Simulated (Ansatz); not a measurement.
**A Fermi-surface study of Rh in space group Fm-3m**

Input file:

```yaml
crystal:
  lattice:
    - [0.0, 1.89785, 1.89785]
    - [1.89785, 0.0, 1.89785]
    - [1.89785, 1.89785, 0.0]
  atoms:
    - { symbol: Rh, position: [0.0, 0.0, 0.0] }
basis:
  ecutwfc: 420
kpoints:
  mp_grid: { grid: [18, 18, 18] }
hamiltonian:
  xc: pbesol
scf:
  occupations: { method: gaussian, width: 0.05 }
output:
  forces: true
  eigenvalues: true
  eigenstates:
    nscf_kmesh: { grid: [34, 34, 34] }
    top_band: c6
    de_dk: true
    localisation: false
  stress: true
checkpoint:
  write: ck
  compress: false
  write_wavefunctions: false
  write_every: 100000
```

Command:

```sh
ansatz run input.yaml --threads 2 --pin off --max-ram 5120MiB --backend cpu --events-out ev --progress --plain --runs-dir out
```

Theory: DFT PBEsol, scalar-relativistic, plane waves, PAW; levels and slopes on a dense k mesh at the converged density in Ansatz. No spin polarisation. Mesh 34×34×34, interpolated with the band slopes. The geometry was not relaxed (residual pressure −4 GPa).

Part 1: The sheets

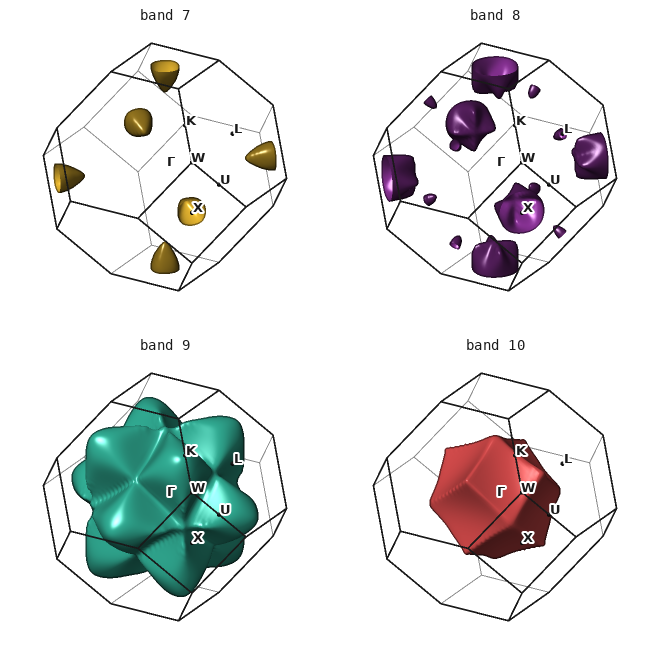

Fermi surface of this crystal. Each panel holds one band. The brighter face of a sheet looks towards empty states.

**Summarise the topology of this Fermi surface.**

Four bands cross the Fermi level; this is a three-dimensional metal.

Band 7: three hole pockets centred at X (each 0.39 % of the zone).
Band 8: three hole pockets centred at X (each 1.3 % of the zone) and specks under 0.04 % of the zone, which the mesh doesn't resolve and which may come from the interpolation.
Band 9: one electron pocket centred at Γ (42 % of the zone).
Band 10: one electron pocket centred at Γ (14 % of the zone).
A pocket cut by a face of the zone is counted once with the part on the opposite face.

Part 2: Cuts and bands

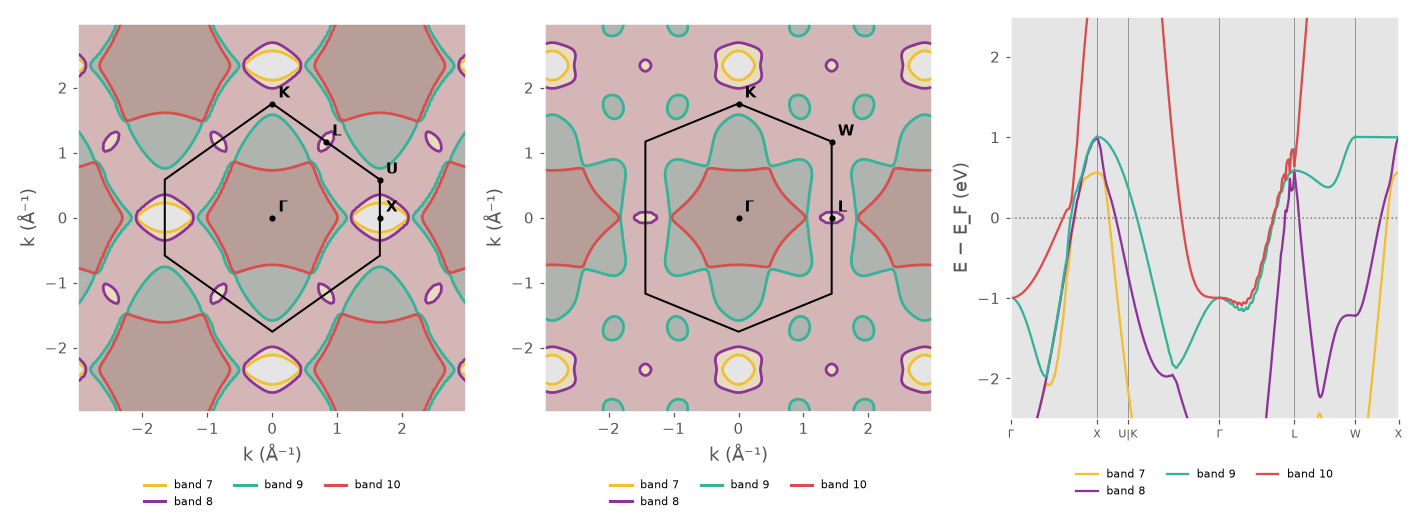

This crystal: cuts through the Fermi surface in the plane through Γ, X and L and the plane through Γ, L and W, filled states shaded, and the bands that cross the Fermi level.

**Give each band's level at the labelled points, in eV from the Fermi level.**

```tsv
band	Γ	X	L
band 7	below	+0.56	below
band 8	below	+1.00	+0.58
band 9	−1.00	+1.00	+0.58
band 10	−1.00	above	+0.64
```

Negative values are filled states; "above" and "below" lie outside the plotted window.

Part 3: Speeds

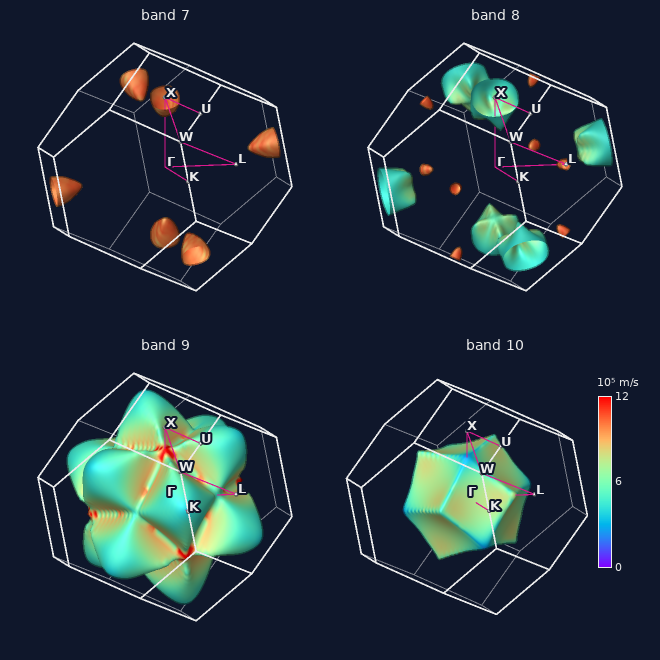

Fermi surface of this crystal, coloured by the Fermi speed.

**Give the range and mean of the Fermi speed for each band.**

Band 7: 8.8 to 11 × 10⁵ m/s over most of the sheet, 10 × 10⁵ m/s on average over states. Band 8: 4.3 to 11 × 10⁵ m/s over most of the sheet, 5.5 × 10⁵ m/s on average over states. Band 9: 4.3 to 9.1 × 10⁵ m/s over most of the sheet, 6.0 × 10⁵ m/s on average over states. Band 10: 3.8 to 8.0 × 10⁵ m/s over most of the sheet, 6.4 × 10⁵ m/s on average over states.

**Which of these bands adds most to the density of states at the Fermi level?**

Band 9, with 0.72 of 1.3 states/eV per cell.

Part 4: Quantum oscillations

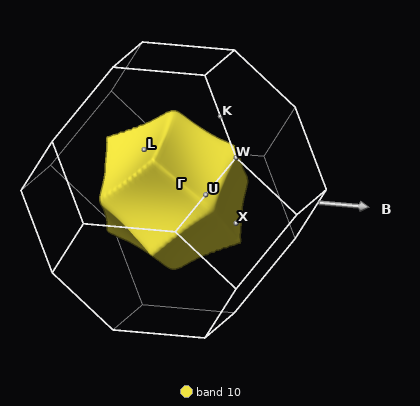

A band of this crystal with a closed pocket at the Fermi level (other bands may have more); the arrow B points along ⟨110⟩. One band is drawn. The brighter face of a sheet looks towards empty states. Conventional cell: a = 3.80 Å, b = 3.80 Å, c = 3.80 Å, α = 90.00°, β = 90.00°, γ = 90.00°.

**Estimate the largest cross-section normal to ⟨110⟩, and the quantum-oscillation frequency for a field along ⟨110⟩, of the pocket of band 10 at Γ.**

The electron pocket of band 10 at Γ: about 2.4 Å⁻², so F = ħA/2πe ≈ 25 kT; it holds 0.27 electrons per cell.

Spin-orbit coupling is left out; with Rh it can split, shift or remove sheets. Necks and pockets thinner than about two mesh steps aren't resolved, so separate pockets may in truth be joined.

Time for the whole run: 3.3 s on 2 threads of Intel(R) Xeon(R) 6975P-C (Granite Rapids), with other jobs on the host, peak memory 0.43 GiB.
